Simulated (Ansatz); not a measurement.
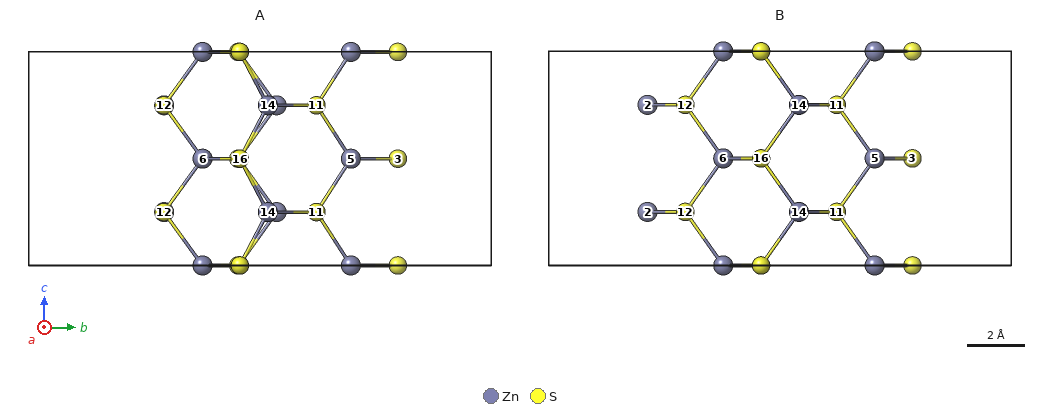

Two geometries of a wire of composition ZnS, drawn at one scale. One is the start of a relaxation, the other its converged end. A ball-and-stick model of the 2 repeat of the cell, with the vacuum cut short (origin shifted), seen along the a axis.

All numbers below come from DFT PBEsol, scalar-relativistic, plane waves, PAW (Ansatz 0.2.0). Set-up: plane-wave cutoff 420 eV; k-point mesh 1 × 1 × 9; occupations gaussian; smearing width 0.05 eV; collinear spin; cell relaxed at fixed a, b, alpha, beta, gamma; force threshold 0.02 eV/Å; at most 45 steps.

Which of the two is the end point?

Answer. Structure A is the relaxed one. Case: wire along [1 1 0], 16 atoms a period. Over 8 accepted moves (10 points after the start) the energy falls by 3.786 eV per cell of the calculation. The largest force component goes from 2.2 to 0.019 eV/Å. The line search rejected the trial step at point 7 of the run. At 1 point the geometry stayed and the basis and grid were re-selected for the new cell (energy shift of 0.3 meV per cell of the calculation at most each time). The largest move relative to the centre of the atoms is that of a Zn atom, 1.30 Å. Largest moves by element: Zn 1.30 Å, S 0.25 Å. Along the periodic axis the drawn cell goes c 7.574 → 7.553 Å (−0.3 %). Among the contacts that change: S–Zn 2.319 → 2.130 Å, S–Zn 2.319 → 2.487 Å, S–Zn 2.319 → 2.160 Å, S–Zn 2.319 → 2.224 Å. Among the angles between lasting bonds that change: S–Zn–S 109.5° → 179.4°, Zn–S–Zn 109.5° → 79.5°, Zn–S–Zn 109.5° → 90.1°. The program noted that the starting moments weren't kept. The run may lie on a higher electronic state than the lowest, so the end point isn't shown to be the ground-state structure. Cost: 11 min on 4 threads of Intel(R) Xeon(R) Platinum 8259CL CPU @ 2.50GHz (Skylake/Cascade Lake) (shared host), peak memory 2.9 GiB.
